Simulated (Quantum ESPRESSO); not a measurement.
Band-structure run, with input and output: CuCl$_{2}$ (part 1 of 2)

The run: band-structure run of CuCl$_{2}$ (3 atoms in the cell). Method and program: Kohn-Sham DFT of a periodic cell, PBEsol, GBRV 1.5 PBEsol, no spin polarisation (Quantum ESPRESSO 7.5).

The structure derives from a Materials Project entry.

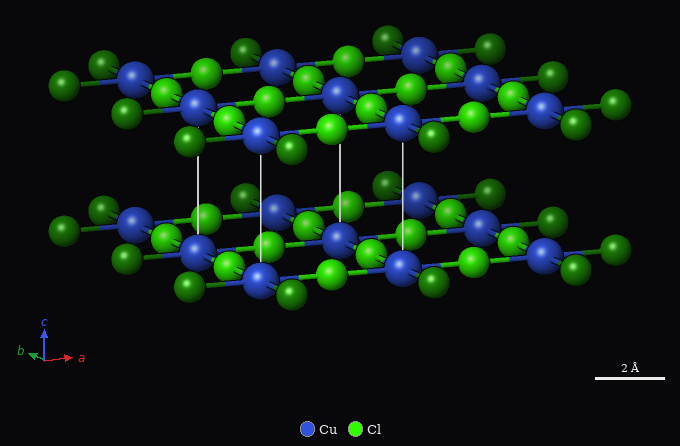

**Figure 1.** The input geometry (ball-and-stick view of the cell of the calculation, repeated 2 × 2 × 1, seen slightly off an axis; neighbours outside the cell are drawn fainter). An atom can appear more than once, as a periodic image. Near neighbours in the periodic cell (some may lie outside the picture): Cu has 4 Cl at 2.26 Å; Cl has 2 Cu at 2.26 Å.

### Key numbers

- outcome: converged
- space group (tolerance 0.01 Å): P4/mmm (123)
- electrons treated: 33
- free energy: −6394.3493 eV
- Fermi energy: 0.948 eV
- gap on the k-point mesh: none (metallic)
- pressure: −1.67 GPa
- largest force (length of the vector): under 0.001 eV/Å
- hardware: 2 threads of Intel Xeon @ 2.90GHz (Ice Lake), 128 GiB of memory available, shared host
- wall time: 2 min (CPU time 3.9 min)
- peak memory: 0.52 GiB

### Notes

Notes on the run: eigenvalues not converged; negative rho. The run has no spin polarisation, so a magnetic state may lie lower.

### Input file
```
&CONTROL
  calculation = 'scf'
  prefix = 'pwscf'
  outdir = './tmp'
  pseudo_dir = './pseudo'
  tprnfor = .true.
  tstress = .true.
  disk_io = 'low'
/
&SYSTEM
  ibrav = 0
  celldm(1) = 8
  nat = 3
  ntyp = 2
  ecutwfc = 56
  ecutrho = 448
  nbnd = 24
  occupations = 'smearing'
  smearing = 'fd'
  degauss = 0.00367493
/
&ELECTRONS
  conv_thr = 6d-10
  electron_maxstep = 120
  mixing_beta = 0.5
/
ATOMIC_SPECIES
Cu    63.5460 cu_pbesol_v1.2.uspp.F.UPF
Cl    35.4500 cl_pbesol_v1.4.uspp.F.UPF
CELL_PARAMETERS alat
  1.0678483282297   0.0000000000000   0.0000000000000
  0.0000000000000   1.0678483282297   0.0000000000000
  0.0000000000000   0.0000000000000   1.0199116456263
ATOMIC_POSITIONS crystal
Cu     0.0000000000    0.0000000000    0.0000000000
Cl     0.0000000000    0.5000000000    0.0000000000
Cl     0.5000000000    0.0000000000    0.0000000000
K_POINTS automatic
6 6 6 0 0 0
```

### File bands.in
```
&CONTROL
  calculation = 'bands'
  prefix = 'pwscf'
  outdir = './tmp'
  pseudo_dir = './pseudo'
  disk_io = 'low'
  verbosity = 'high'
/
&SYSTEM
  ibrav = 0
  celldm(1) = 8
  nat = 3
  ntyp = 2
  ecutwfc = 56
  ecutrho = 448
  nbnd = 24
  occupations = 'smearing'
  smearing = 'fd'
  degauss = 0.00367493
/
&ELECTRONS
  conv_thr = 1d-08
  electron_maxstep = 120
  mixing_beta = 0.5
  diago_full_acc = .true.
  startingwfc = 'random'
/
ATOMIC_SPECIES
Cu    63.5460 cu_pbesol_v1.2.uspp.F.UPF
Cl    35.4500 cl_pbesol_v1.4.uspp.F.UPF
CELL_PARAMETERS alat
  1.0678483282297   0.0000000000000   0.0000000000000
  0.0000000000000   1.0678483282297   0.0000000000000
  0.0000000000000   0.0000000000000   1.0199116456263
ATOMIC_POSITIONS crystal
Cu     0.0000000000    0.0000000000    0.0000000000
Cl     0.0000000000    0.5000000000    0.0000000000
Cl     0.5000000000    0.0000000000    0.0000000000
K_POINTS crystal
60
 0.0000000000  0.0000000000  0.0000000000 1
 0.0000000000  0.1000000000  0.0000000000 1
 0.0000000000  0.2000000000  0.0000000000 1
 0.0000000000  0.3000000000  0.0000000000 1
 0.0000000000  0.4000000000  0.0000000000 1
 0.0000000000  0.5000000000  0.0000000000 1
 0.1000000000  0.5000000000  0.0000000000 1
 0.2000000000  0.5000000000  0.0000000000 1
 0.3000000000  0.5000000000  0.0000000000 1
 0.4000000000  0.5000000000  0.0000000000 1
 0.5000000000  0.5000000000  0.0000000000 1
 0.4375000000  0.4375000000  0.0000000000 1
 0.3750000000  0.3750000000  0.0000000000 1
 0.3125000000  0.3125000000  0.0000000000 1
 0.2500000000  0.2500000000  0.0000000000 1
 0.1875000000  0.1875000000  0.0000000000 1
 0.1250000000  0.1250000000  0.0000000000 1
 0.0625000000  0.0625000000  0.0000000000 1
 0.0000000000  0.0000000000  0.0000000000 1
 0.0000000000  0.0000000000  0.0833333333 1
 0.0000000000  0.0000000000  0.1666666667 1
 0.0000000000  0.0000000000  0.2500000000 1
 0.0000000000  0.0000000000  0.3333333333 1
 0.0000000000  0.0000000000  0.4166666667 1
 0.0000000000  0.0000000000  0.5000000000 1
 0.0000000000  0.0833333333  0.5000000000 1
 0.0000000000  0.1666666667  0.5000000000 1
 0.0000000000  0.2500000000  0.5000000000 1
 0.0000000000  0.3333333333  0.5000000000 1
 0.0000000000  0.4166666667  0.5000000000 1
 0.0000000000  0.5000000000  0.5000000000 1
 0.0833333333  0.5000000000  0.5000000000 1
 0.1666666667  0.5000000000  0.5000000000 1
 0.2500000000  0.5000000000  0.5000000000 1
 0.3333333333  0.5000000000  0.5000000000 1
 0.4166666667  0.5000000000  0.5000000000 1
 0.5000000000  0.5000000000  0.5000000000 1
 0.4444444444  0.4444444444  0.5000000000 1
 0.3888888889  0.3888888889  0.5000000000 1
 0.3333333333  0.3333333333  0.5000000000 1
 0.2777777778  0.2777777778  0.5000000000 1
 0.2222222222  0.2222222222  0.5000000000 1
 0.1666666667  0.1666666667  0.5000000000 1
 0.1111111111  0.1111111111  0.5000000000 1
 0.0555555556  0.0555555556  0.5000000000 1
 0.0000000000  0.0000000000  0.5000000000 1
 0.0000000000  0.5000000000  0.0000000000 1
 0.0000000000  0.5000000000  0.0833333333 1
 0.0000000000  0.5000000000  0.1666666667 1
 0.0000000000  0.5000000000  0.2500000000 1
 0.0000000000  0.5000000000  0.3333333333 1
 0.0000000000  0.5000000000  0.4166666667 1
 0.0000000000  0.5000000000  0.5000000000 1
 0.5000000000  0.5000000000  0.0000000000 1
 0.5000000000  0.5000000000  0.0833333333 1
 0.5000000000  0.5000000000  0.1666666667 1
 0.5000000000  0.5000000000  0.2500000000 1
 0.5000000000  0.5000000000  0.3333333333 1
 0.5000000000  0.5000000000  0.4166666667 1
 0.5000000000  0.5000000000  0.5000000000 1
```

Launched with:
```bash
OMP_NUM_THREADS=1 mpirun -n 2 pw.x -nk 2 -in pw.in > pw.out
OMP_NUM_THREADS=1 mpirun -n 2 pw.x -nk 2 -in bands.in > bands.out
```

### Output
```
This program is part of the open-source Quantum ESPRESSO suite
     for quantum simulation of materials; please cite
         "P. Giannozzi et al., J. Phys.:Condens. Matter 21 395502 (2009);
         "P. Giannozzi et al., J. Phys.:Condens. Matter 29 465901 (2017);
         "P. Giannozzi et al., J. Chem. Phys. 152 154105 (2020);
          URL
     in publications or presentations arising from this work. More details at

     Message from routine setup:
     using ibrav=0 with symmetry is DISCOURAGED, use correct ibrav instead

     K-points division:     npool     =       2
     Subspace diagonalization in iterative solution of the eigenvalue problem:
     a serial algorithm will be used

     G-vector sticks info
     --------------------
     sticks:   dense  smooth     PW     G-vecs:    dense   smooth      PW
     Sum        2593    1305    385                95343    33695    5413

     Using Slab Decomposition

     bravais-lattice index     =            0
     lattice parameter (alat)  =       8.0000  a.u.
     unit-cell volume          =     595.4587 (a.u.)^3
     number of atoms/cell      =            3
     number of atomic types    =            2
     number of electrons       =        33.00
     number of Kohn-Sham states=           24
     kinetic-energy cutoff     =      56.0000  Ry
     charge density cutoff     =     448.0000  Ry
     scf convergence threshold =      6.0E-10
     mixing beta               =       0.5000
     number of iterations used =            8  plain     mixing
     Exchange-correlation= SLA  PW   PSX  PSC
                           (   1   4  10   8   0   0   0)

     celldm(1)=   8.000000  celldm(2)=   0.000000  celldm(3)=   0.000000
     celldm(4)=   0.000000  celldm(5)=   0.000000  celldm(6)=   0.000000

     crystal axes: (cart. coord. in units of alat)
               a(1) = (   1.067848   0.000000   0.000000 )
               a(2) = (   0.000000   1.067848   0.000000 )
               a(3) = (   0.000000   0.000000   1.019912 )

     reciprocal axes: (cart. coord. in units 2 pi/alat)
               b(1) = (  0.936463  0.000000  0.000000 )
               b(2) = (  0.000000  0.936463  0.000000 )
               b(3) = (  0.000000  0.000000  0.980477 )

     PseudoPot. # 1 for Cu read from file:
     cu_pbesol_v1.2.uspp.F.UPF
     Pseudo is Ultrasoft + core correction, Zval = 19.0
     Generated by new atomic code, or converted to UPF format
     Using radial grid of  867 points,  6 beta functions with:
                l(1) =   0
                l(2) =   0
                l(3) =   1
                l(4) =   1
                l(5) =   2
                l(6) =   2
     Q(r) pseudized with  8 coefficients,  rinner =    1.150   1.150   1.150
                                                       1.150   1.150

     PseudoPot. # 2 for Cl read from file:
     cl_pbesol_v1.4.uspp.F.UPF
     Pseudo is Ultrasoft + core correction, Zval =  7.0
     Generated by new atomic code, or converted to UPF format
     Using radial grid of  909 points,  6 beta functions with:
                l(1) =   0
                l(2) =   0
                l(3) =   1
                l(4) =   1
                l(5) =   2
                l(6) =   2
     Q(r) pseudized with  8 coefficients,  rinner =    1.300   1.300   1.300
                                                       1.300   1.300

     atomic species   valence    mass     pseudopotential
     Cu               19.00    63.54600     Cu( 1.00)
     Cl                7.00    35.45000     Cl( 1.00)

     16 Sym. Ops., with inversion, found

   Cartesian axes

     site n.     atom                  positions (alat units)
         1        Cu     tau(   1) = (   0.0000000   0.0000000   0.0000000  )
         2        Cl     tau(   2) = (   0.0000000   0.5339242   0.0000000  )
         3        Cl     tau(   3) = (   0.5339242   0.0000000   0.0000000  )

     number of k points=    40  Fermi-Dirac smearing, width (Ry)=  0.0037
                       cart. coord. in units 2pi/alat
        k(    1) = (   0.0000000   0.0000000   0.0000000), wk =   0.0092593
        k(    2) = (   0.0000000   0.0000000   0.1634128), wk =   0.0185185
        k(    3) = (   0.0000000   0.0000000   0.3268257), wk =   0.0185185
        k(    4) = (   0.0000000   0.0000000  -0.4902385), wk =   0.0092593
        k(    5) = (   0.0000000   0.1560771   0.0000000), wk =   0.0370370
        k(    6) = (   0.0000000   0.1560771   0.1634128), wk =   0.0740741
        k(    7) = (   0.0000000   0.1560771   0.3268257), wk =   0.0740741
        k(    8) = (   0.0000000   0.1560771  -0.4902385), wk =   0.0370370
        k(    9) = (   0.0000000   0.3121542   0.0000000), wk =   0.0370370
        k(   10) = (   0.0000000   0.3121542   0.1634128), wk =   0.0740741
        k(   11) = (   0.0000000   0.3121542   0.3268257), wk =   0.0740741
        k(   12) = (   0.0000000   0.3121542  -0.4902385), wk =   0.0370370
        k(   13) = (   0.0000000  -0.4682313   0.0000000), wk =   0.0185185
        k(   14) = (   0.0000000  -0.4682313   0.1634128), wk =   0.0370370
        k(   15) = (   0.0000000  -0.4682313   0.3268257), wk =   0.0370370
        k(   16) = (   0.0000000  -0.4682313  -0.4902385), wk =   0.0185185
        k(   17) = (   0.1560771   0.1560771   0.0000000), wk =   0.0370370
        k(   18) = (   0.1560771   0.1560771   0.1634128), wk =   0.0740741
        k(   19) = (   0.1560771   0.1560771   0.3268257), wk =   0.0740741
        k(   20) = (   0.1560771   0.1560771  -0.4902385), wk =   0.0370370
        k(   21) = (   0.1560771   0.3121542   0.0000000), wk =   0.0740741
        k(   22) = (   0.1560771   0.3121542   0.1634128), wk =   0.1481481
        k(   23) = (   0.1560771   0.3121542   0.3268257), wk =   0.1481481
        k(   24) = (   0.1560771   0.3121542  -0.4902385), wk =   0.0740741
        k(   25) = (   0.1560771  -0.4682313   0.0000000), wk =   0.0370370
        k(   26) = (   0.1560771  -0.4682313   0.1634128), wk =   0.0740741
        k(   27) = (   0.1560771  -0.4682313   0.3268257), wk =   0.0740741
        k(   28) = (   0.1560771  -0.4682313  -0.4902385), wk =   0.0370370
        k(   29) = (   0.3121542   0.3121542   0.0000000), wk =   0.0370370
        k(   30) = (   0.3121542   0.3121542   0.1634128), wk =   0.0740741
        k(   31) = (   0.3121542   0.3121542   0.3268257), wk =   0.0740741
        k(   32) = (   0.3121542   0.3121542  -0.4902385), wk =   0.0370370
        k(   33) = (   0.3121542  -0.4682313   0.0000000), wk =   0.0370370
        k(   34) = (   0.3121542  -0.4682313   0.1634128), wk =   0.0740741
        k(   35) = (   0.3121542  -0.4682313   0.3268257), wk =   0.0740741
        k(   36) = (   0.3121542  -0.4682313  -0.4902385), wk =   0.0370370
        k(   37) = (  -0.4682313  -0.4682313   0.0000000), wk =   0.0092593
        k(   38) = (  -0.4682313  -0.4682313   0.1634128), wk =   0.0185185
        k(   39) = (  -0.4682313  -0.4682313   0.3268257), wk =   0.0185185
        k(   40) = (  -0.4682313  -0.4682313  -0.4902385), wk =   0.0092593

     Dense  grid:    95343 G-vectors     FFT dimensions: (  60,  60,  60)

     Smooth grid:    33695 G-vectors     FFT dimensions: (  45,  45,  40)

     Initial potential from superposition of free atoms

     starting charge      32.0000, renormalised to      33.0000

     negative rho (up, down):  3.248E-02 0.000E+00
     Starting wfcs are   21 randomized atomic wfcs +    3 random wfcs

     Self-consistent Calculation

     iteration #  1     ecut=    56.00 Ry     beta= 0.50
     Davidson diagonalization with overlap
     ethr =  1.00E-02,  avg # of iterations =  7.9

     negative rho (up, down):  3.136E-02 0.000E+00

     total energy              =    -469.66654483 Ry
     estimated scf accuracy    <       0.59849547 Ry

     iteration #  2     ecut=    56.00 Ry     beta= 0.50
     Davidson diagonalization with overlap
     ethr =  1.81E-03,  avg # of iterations =  3.2

     negative rho (up, down):  3.095E-02 0.000E+00

     total energy              =    -469.80241842 Ry
     estimated scf accuracy    <       1.67840069 Ry

     iteration #  3     ecut=    56.00 Ry     beta= 0.50
     Davidson diagonalization with overlap
     ethr =  1.81E-03,  avg # of iterations =  2.2

     negative rho (up, down):  3.063E-02 0.000E+00

     total energy              =    -469.95861802 Ry
     estimated scf accuracy    <       0.04632387 Ry

     iteration #  4     ecut=    56.00 Ry     beta= 0.50
     Davidson diagonalization with overlap
     ethr =  1.40E-04,  avg # of iterations =  4.5

     negative rho (up, down):  3.052E-02 0.000E+00

     total energy              =    -469.95659822 Ry
     estimated scf accuracy    <       0.07074624 Ry

     iteration #  5     ecut=    56.00 Ry     beta= 0.50
     Davidson diagonalization with overlap
     ethr =  1.40E-04,  avg # of iterations =  2.6

     negative rho (up, down):  3.036E-02 0.000E+00

     total energy              =    -469.97362768 Ry
     estimated scf accuracy    <       0.06823107 Ry

     iteration #  6     ecut=    56.00 Ry     beta= 0.50
     Davidson diagonalization with overlap
     ethr =  1.40E-04,  avg # of iterations =  1.0

     negative rho (up, down):  3.032E-02 0.000E+00

     total energy              =    -469.97517405 Ry
     estimated scf accuracy    <       0.00756103 Ry

     iteration #  7     ecut=    56.00 Ry     beta= 0.50
     Davidson diagonalization with overlap
     ethr =  2.29E-05,  avg # of iterations =  2.1

     negative rho (up, down):  3.032E-02 0.000E+00

     total energy              =    -469.97593810 Ry
     estimated scf accuracy    <       0.00012990 Ry

     iteration #  8     ecut=    56.00 Ry     beta= 0.50
     Davidson diagonalization with overlap
     c_bands:  1 eigenvalues not converged
     ethr =  3.94E-07,  avg # of iterations =  5.8

     negative rho (up, down):  3.032E-02 0.000E+00

     total energy              =    -469.97594297 Ry
     estimated scf accuracy    <       0.00051659 Ry

     iteration #  9     ecut=    56.00 Ry     beta= 0.50
     Davidson diagonalization with overlap
     ethr =  3.94E-07,  avg # of iterations =  2.3

     negative rho (up, down):  3.031E-02 0.000E+00

     total energy              =    -469.97600573 Ry
     estimated scf accuracy    <       0.00001286 Ry

     iteration # 10     ecut=    56.00 Ry     beta= 0.50
     Davidson diagonalization with overlap
     ethr =  3.90E-08,  avg # of iterations =  3.3

     negative rho (up, down):  3.030E-02 0.000E+00

     total energy              =    -469.97600394 Ry
     estimated scf accuracy    <       0.00002287 Ry

     iteration # 11     ecut=    56.00 Ry     beta= 0.50
     Davidson diagonalization with overlap
     ethr =  3.90E-08,  avg # of iterations =  1.6

     negative rho (up, down):  3.030E-02 0.000E+00

     total energy              =    -469.97600578 Ry
     estimated scf accuracy    <       0.00000014 Ry
```
